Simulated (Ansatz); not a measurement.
```
CELL_PARAMETERS angstrom
3.86601 0.00000 0.00000
-1.93300 3.34806 0.00000
0.00000 0.00000 6.35716
ATOMIC_POSITIONS crystal
Li 0.66667 0.33333 0.87602
Li 0.33333 0.66667 0.37602
Cl 0.66667 0.33333 0.49898
Cl 0.33333 0.66667 0.99898
```

Space group P6₃mc; a structure from a database of computed crystals, not necessarily the ambient phase; changed on purpose from its base cell (strain -0.0150 x Voigt [1, 1, 0, 0, 0, 0], atoms carried along); computed pressure about −2 GPa in this cell.

The calculation used DFT LDA, scalar-relativistic, plane waves, PAW in Ansatz 0.2.0.

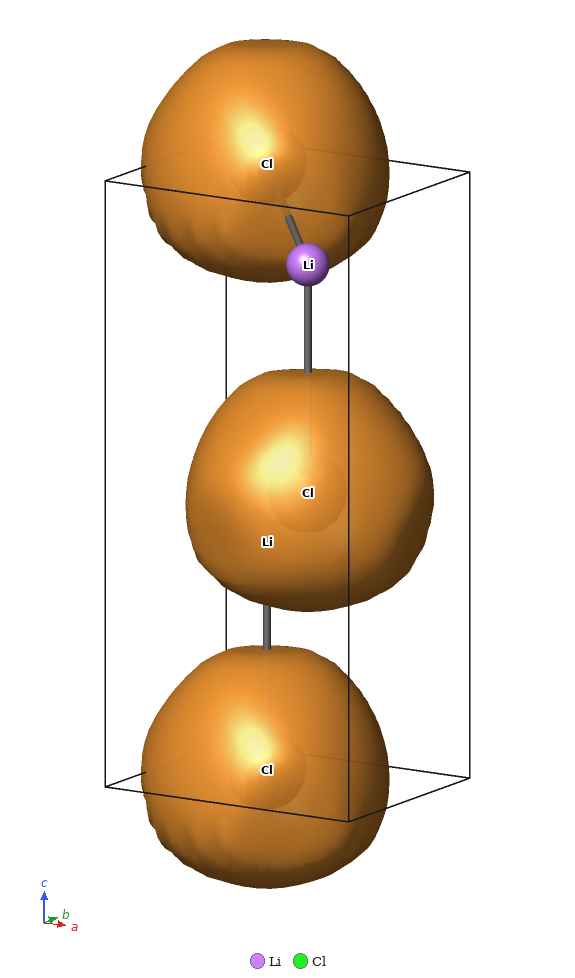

LiCl. Isosurface of the ELF at 0.7 (orange), seen slightly off an axis. Only the valence region is drawn (cores and ρ < 0.01 e/Å³ removed). Sticks mark near contacts.

In a PAW calculation such maps are meaningful between the atoms, not at the nuclei.

Describe the localisation domains.

Answer. The ELF exceeds this value in two regions wrapped around Cl (the valence shell of each), counted in one cell of 4 atoms. Any copies at cell faces, edges or corners count once.

Values along the shortest contacts:
Li–Cl (2.36 Å): the ELF peaks at about 0.90 in the valence shell of Cl, 0.9 Å from its nucleus, and falls to about 0 next to Li (a largely ionic contact).

Does the calculation give a band gap?

Answer. It is gapped, with a Kohn–Sham gap of 5.6 eV on the k-point mesh, an upper bound to the gap of this method.
